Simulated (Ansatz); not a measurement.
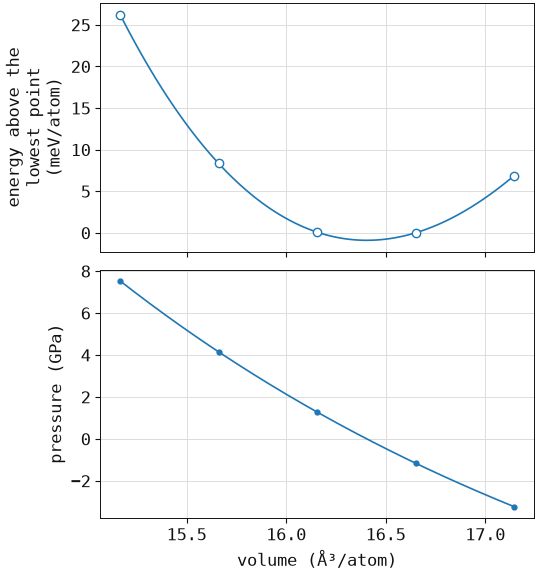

The figure shows the energy above the lowest point and pressure against volume for Al, space group Fm-3m (No. 225) (one of a set of cubic test structures, which need not be the stable phase).

Calculation (Ansatz 0.2.0 development build): equation of state of a cubic crystal from periodic Kohn-Sham density functional theory without spin, third-order Birch-Murnaghan fit to the free energies; pressure corrected for the finite basis. Level: HSE06.

```tsv
setting	value
structure type	fcc
atoms in cell	1
space group number	225
lattice centring	face-centred primitive
k mesh	6×6×6
occupation method	Fermi–Dirac
occupation width	0.1 eV
wave cutoff	900 eV
datasets	hand-made PAW
density tolerance	0 eV
bands	10
density cutoff ratio	4
search for lower states	default
exchange singularity	regularized
```

Give the fitted equation-of-state parameters.

A third-order Birch–Murnaghan fit gives V0 = 16.40 Å³/atom, B0 = 80.7 GPa and B′ = 4.4.

How does the pressure vary with volume?

It falls from 7.5 GPa at volume 15.17 Å³/atom to −3.2 GPa at 17.14 Å³/atom, and changes sign near 16.41 Å³/atom.

Caveats: coarse k-mesh, values are not converged in k.
